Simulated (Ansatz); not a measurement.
## GeSi3: geometry relaxation (part 2 of 2)

Continued. System: GeSi3 (Pmm2, 8 atoms in the cell). Method: DFT PBE, scalar-relativistic, plane waves, PAW, no spin polarisation (Ansatz 0.2.0); cutoff 420 eV, 10×6×6 k-mesh, Gaussian smearing of 0.1 eV. The structure derives from a Materials Project entry. It belongs to a series of runs on one base structure; here: 6 of 8 Ge sites taken by Si, cell and atoms relaxed.

Geometry of the input (Å; fractional positions):
```
1.9516  3.3803  0.0000
0.0000  0.0000  6.4474
5.8548  -3.3803  0.0000
Si 0.5000  0.0629  0.1667
Ge 1.0000  0.0629  0.6667
Si 0.5000  0.5629  0.8333
Si 1.0000  0.5629  0.3333
Si 0.5000  0.4371  0.1667
Ge 1.0000  0.4371  0.6667
Si 0.5000  0.9371  0.8333
Si 1.0000  0.9371  0.3333
```

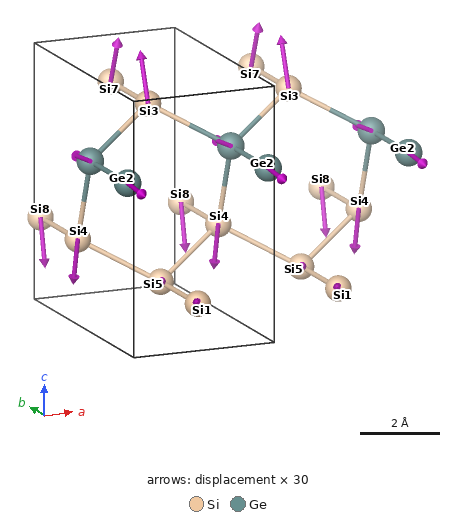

Figure 1. The starting structure with the displacements (without the part carried along by the change of the cell) as pink arrows, magnified 30 times (ball-and-stick view of the cell of the calculation, repeated 2 × 1 × 1, seen slightly off an axis). The largest moves relative to the cell, 0.046 Å, are those of Si3 and Si7. Largest moves by element: Si 0.046 Å, Ge 0.038 Å. The volume changes by −0.5 %, with a 3.903 → 3.897 Å (−0.2 %), b 6.447 → 6.434 Å (−0.2 %), c 6.761 → 6.752 Å (−0.1 %). Among the contacts that change: Ge2–Ge6 2.412 → 2.484 Å, Si3–Si7 2.412 → 2.373 Å, Si1–Si7 2.395 → 2.362 Å, Ge2–Si8 2.395 → 2.420 Å. The space group stays Pmm2 (No. 25). After 2 geometry steps the energy has fallen by 7.7 meV per atom. The largest force component goes from 0.47 to 0.0074 eV/Å. Pressure: −0.38 GPa at the start and 0.00 GPa at the end. A last SCF at the same geometry on a re-selected plane-wave basis shifts the energy by +0.0 meV per atom. (Atoms are counted from 1 in the order of the input.)

```
basis re-selected at this cell: Δ(F+E_penalty+E_count) = +1.105e-4 eV, ΔP = -0.001 GPa vs the last step (what re-selecting the basis moved, of the pressure what is left beyond the Pulay correction that the steps carried, after the strain that the cell walked since its last selection, with what the two solves' SCF thresholds leave and, on support functions, any second-order correction that the steps lacked; it is no measure of the basis error at this ecutwfc). This SCF's stress stands 4.81e-2 GPa from its target on what of the cell is left free (relax.cell.stress_tol is 1.50e-1 GPa) and its largest allowed force component is 7.42e-3 eV/Å (relax.f_tol is 1.50e-2 eV/Å): within both
SCF converged after 5 iterations
Free energy (F): -12404.635016 eV
Harris-Foulkes:  -12404.635016 eV  (|F-HF|=1.20e-10)
Internal energy: -12404.634899 eV  (E = F + TS)
E sigma→0 (E₀):  -12404.634957 eV
Entropy (-TS):   -0.000118 eV (-0.015 meV/atom)
Fermi energy:    6.974969 eV
--- Per-component energies (eV) ---
  E_band       = -305.036448
  E_kinetic    = 462.432462
  E_local      = -6318.247037  (includes V_loc(G=0)·N_el)
  E_nonlocal   = 992.619887
  E_hartree    = 2804.205281
  E_xc         = -481.051377
  E_vxc        = -408.134806  (∫ρ·V_xc dr)
  E_paw        = -7116.988282  (= ΣΔE_a)
  E_vpaw       = -642.118092  (= ΣTr[D̂ρ^β])
  E_aug_tail   = 0.000577  (compensation charges beyond the density's cutoff)
  E_ewald      = -2747.606409
  E_smearing   = -0.000118  (= −TS)
  E_closure    = 0.000000  (closes the sum)
  Σ components = -12404.635016   (vs F -12404.635016, Δ=0.00e0)
--- Forces (eV/Å), atoms counted from 1 ---
  atom   1  Si     0.00296555    -0.00171216     0.00741814
  atom   2  Ge     0.00129018    -0.00074489    -0.00162223
  atom   3  Si    -0.00191771     0.00110719    -0.00125879
  atom   4  Si    -0.00233841     0.00135008     0.00427924
  atom   5  Si     0.00296555    -0.00171216    -0.00741814
  atom   6  Ge     0.00129018    -0.00074489     0.00162223
  atom   7  Si    -0.00191771     0.00110719     0.00125879
  atom   8  Si    -0.00233841     0.00135008    -0.00427924
  max |Σ_I F_I| component: 7.78e-7 eV/Å
--- Stress (GPa, compression-positive) ---
       -0.031885       0.013241       0.000000
        0.013241      -0.016595       0.000000
        0.000000       0.000000       0.048054
  P = ⅓ Tr σ = -0.0001 GPa (-0.001 kbar)
--- Band table (eV; the first three rows and the last of 96) ---
  k-point 0: bands = ["-17.7223", "-17.6430", "-17.6399", "-17.5978", "-17.5943", "-17.5940", "-17.5900", "-17.5552", "-17.5540", "-17.5133", "-5.4324", "-3.3306", "-3.2620", "-1.7167", "-1.0571", "-0.3813", "0.7083", "2.2497", "3.7776", "3.9306", "5.3073", "5.3324", "5.3499", "6.4852", "6.8205", "6.8609", "7.2720", "7.4958", "8.7122", "8.8490", "8.8875", "9.0394", "9.5802", "10.0167"]
  k-point 1: bands = ["-17.7223", "-17.6430", "-17.6399", "-17.5978", "-17.5943", "-17.5940", "-17.5900", "-17.5552", "-17.5540", "-17.5133", "-5.3565", "-3.6545", "-3.1844", "-1.4078", "-1.3336", "-0.3469", "1.2047", "2.1220", "3.8450", "4.2027", "4.5950", "5.1682", "5.4137", "6.0864", "6.3730", "6.7118", "7.3443", "8.0352", "8.9151", "8.9735", "9.0839", "9.1073", "9.9723", "10.0673"]
  k-point 2: bands = ["-17.7222", "-17.6430", "-17.6399", "-17.5978", "-17.5943", "-17.5940", "-17.5900", "-17.5552", "-17.5540", "-17.5132", "-5.1357", "-4.2024", "-2.9583", "-1.9869", "-0.6993", "-0.2726", "2.0467", "2.2181", "3.4333", "4.0373", "4.7969", "4.7997", "4.8077", "5.5916", "6.0149", "6.3827", "7.5388", "8.1288", "9.1875", "9.2844", "9.5612", "9.8866", "9.9684", "10.1581"]
  k-point 95: bands = ["-17.7171", "-17.6424", "-17.6410", "-17.5976", "-17.5941", "-17.5902", "-17.5879", "-17.5569", "-17.5553", "-17.5125", "-3.0279", "-2.6490", "-2.4989", "-2.4921", "-0.8939", "-0.4897", "-0.3920", "-0.2714", "4.2188", "4.2559", "4.2780", "4.3767", "4.3968", "4.4496", "4.5027", "4.7068", "7.1625", "7.6329", "7.7766", "7.9546", "8.4512", "8.4974", "8.6169", "8.8935"]
--- Relaxed structure (3 steps of the walk, 3 accepted, 1 SCFs on fresh bases) ---
  F+E_penalty+E_count = -12404.63501635 eV   max|allowed force component| = 7.418e-3 eV/Å   (the final SCF, on the basis selected at the relaxed cell)
  cell:  # Å, volume = 169.2871 Å³
    - [1.9485074837681298, 3.374913960707027, -8.792969148884519e-34]
    - [3.305371410720521e-33, -3.585487631968023e-33, 6.433735557040181]
    - [5.847353125278564, -3.375970901033976, 4.881400339315503e-33]
  atoms:
    - { symbol: Si, position: [0.5, 0.06403373364780994, 0.1670605761772288] }
    - { symbol: Ge, position: [0.9999999999999998, 0.056988105794175785, 0.6661959629669578] }
    - { symbol: Si, position: [0.4999999999999998, 0.5655630092937818, 0.8397097400563673] }
    - { symbol: Si, position: [1.0, 0.5644774807168775, 0.3270337207994457] }
    - { symbol: Si, position: [0.5, 0.43596626635219, 0.1670605761772288] }
    - { symbol: Ge, position: [0.9999999999999998, 0.4430118942058242, 0.6661959629669578] }
    - { symbol: Si, position: [0.4999999999999998, 0.9344369907062182, 0.8397097400563673] }
    - { symbol: Si, position: [1.0, 0.9355225192831225, 0.3270337207994457] }
```

**Trajectory as extended XYZ (Å, eV, eV/Å), 4 frames, from step=1 to step=4**
```
8
Lattice="1.9516 3.3803 0.0000 0.0000 0.0000 6.4474 5.8548 -3.3803 0.0000" Properties=species:S:1:pos:R:3:forces:R:3 step=1 energy=-12404.57323 pressure_GPa=-0.38
Si    1.9516    1.1268    0.4057   -0.0120   0.0069  -0.0317
Ge    5.8548    1.1268    0.4057    0.0128  -0.0074  -0.4681
Si    5.8548   -1.1268    3.6294    0.3763  -0.2173   0.2947
Si    3.9032    2.2535    3.6294   -0.3771   0.2177   0.1443
Si    1.9516    1.1268    2.8180   -0.0120   0.0069   0.0317
Ge    5.8548    1.1268    2.8180    0.0128  -0.0074   0.4681
Si    5.8548   -1.1268    6.0418    0.3763  -0.2173  -0.2947
Si    3.9032    2.2535    6.0418   -0.3771   0.2177  -0.1443
8
Lattice="1.9493 3.3762 0.0000 0.0000 0.0000 6.4402 5.8460 -3.3752 0.0000" Properties=species:S:1:pos:R:3:forces:R:3 step=2 energy=-12404.63418 pressure_GPa=-0.10
Si    1.9542    1.1226    0.4106   -0.0397   0.0229   0.0349
Ge    5.8417    1.1289    0.3722    0.0346  -0.0200  -0.0726
Si    5.8807   -1.1444    3.6419    0.0239  -0.0138  -0.0063
Si    3.8632    2.2712    3.6350   -0.0187   0.0108   0.0293
Si    1.9542    1.1226    2.8095   -0.0397   0.0229  -0.0349
Ge    5.8417    1.1289    2.8478    0.0346  -0.0200   0.0726
Si    5.8807   -1.1444    6.0184    0.0239  -0.0138   0.0063
Si    3.8632    2.2712    6.0252   -0.0187   0.0108  -0.0293
8
Lattice="1.9485 3.3749 0.0000 0.0000 0.0000 6.4337 5.8474 -3.3760 0.0000" Properties=species:S:1:pos:R:3:forces:R:3 step=3 energy=-12404.63513 pressure_GPa=0.00
Si    1.9511    1.1235    0.4120    0.0030  -0.0017   0.0074
Ge    5.8440    1.1259    0.3666    0.0013  -0.0007  -0.0016
Si    5.8843   -1.1474    3.6387   -0.0019   0.0011  -0.0013
Si    3.8608    2.2709    3.6317   -0.0023   0.0013   0.0043
Si    1.9511    1.1235    2.8049    0.0030  -0.0017  -0.0074
Ge    5.8440    1.1259    2.8502    0.0013  -0.0007   0.0016
Si    5.8843   -1.1474    6.0119   -0.0019   0.0011   0.0013
Si    3.8608    2.2709    6.0189   -0.0023   0.0013  -0.0043
8
Lattice="1.9485 3.3749 0.0000 0.0000 0.0000 6.4337 5.8474 -3.3760 0.0000" Properties=species:S:1:pos:R:3:forces:R:3 step=4 energy=-12404.63502 pressure_GPa=-0.00
Si    1.9511    1.1235    0.4120    0.0030  -0.0017   0.0074
Ge    5.8440    1.1259    0.3666    0.0013  -0.0007  -0.0016
Si    5.8843   -1.1474    3.6387   -0.0019   0.0011  -0.0013
Si    3.8608    2.2709    3.6317   -0.0023   0.0014   0.0043
Si    1.9511    1.1235    2.8049    0.0030  -0.0017  -0.0074
Ge    5.8440    1.1259    2.8502    0.0013  -0.0007   0.0016
Si    5.8843   -1.1474    6.0119   -0.0019   0.0011   0.0013
Si    3.8608    2.2709    6.0189   -0.0023   0.0014  -0.0043
```

**Key numbers**

| quantity | value |
| --- | --- |
| outcome | converged |
| space group (tolerance 0.01 Å) | Pmm2 (25) |
| electrons treated | 52 |
| free energy | −12404.6350 eV |
| Fermi energy | 6.975 eV |
| gap on the k-point mesh | 0.23 eV |
| pressure | 0.00 GPa |
| final volume | 169.29 Å³ |
| largest force (length of the vector) at the end | 0.008 eV/Å |
| final cell | a = 3.897 Å, b = 6.434 Å, c = 6.752 Å, α = 90.00°, β = 90.00°, γ = 90.00° |
| wall time | 2 min |
| peak memory | 0.72 GiB |
